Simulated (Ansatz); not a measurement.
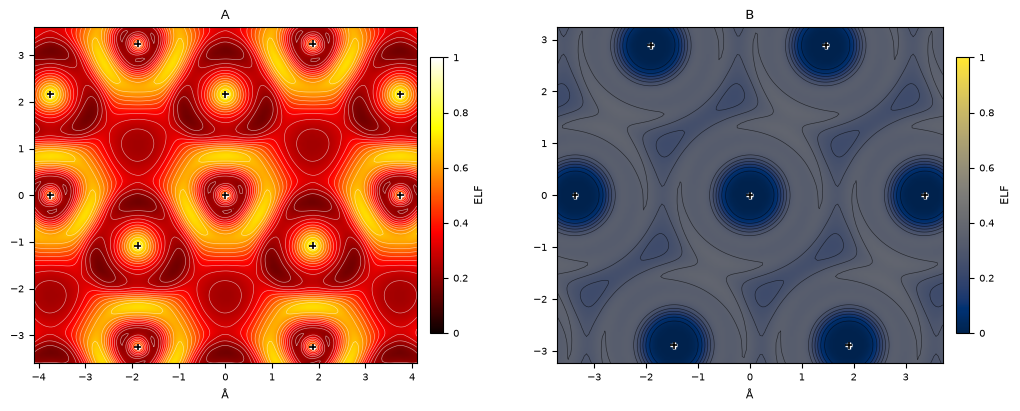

The ELF of 2 systems, each on a plane through atoms (crosses mark nuclei in the plane).

These are results of DFT PBEsol, scalar-relativistic, plane waves, PAW in Ansatz 0.2.0, not measurements.

System 1: SiNi$_{2}$, the (001) plane of the conventional cell. Space group P6₃/mmc; changed on purpose from its base cell (strain -0.030 along x and y, +0.015 along z, atoms carried along); computed pressure about 14 GPa in this cell; computed without spin polarisation.

System 2: Sn, the (111) plane of the conventional cell. Space group Fmmm; changed on purpose from its base cell (strain -0.0600 x Voigt [0, 0, 0, 0, 0, 1], atoms carried along).

Match each panel to its system.

Answer. Panel A is system 1, SiNi$_{2}$: the plane holds Si and Ni. Si–Ni (2.17 Å): the ELF peaks at about 0.70 between the atoms. Panel B is system 2, Sn: the plane holds Sn. Sn–Sn (3.24 Å): the ELF is about 0.35 at the midpoint.
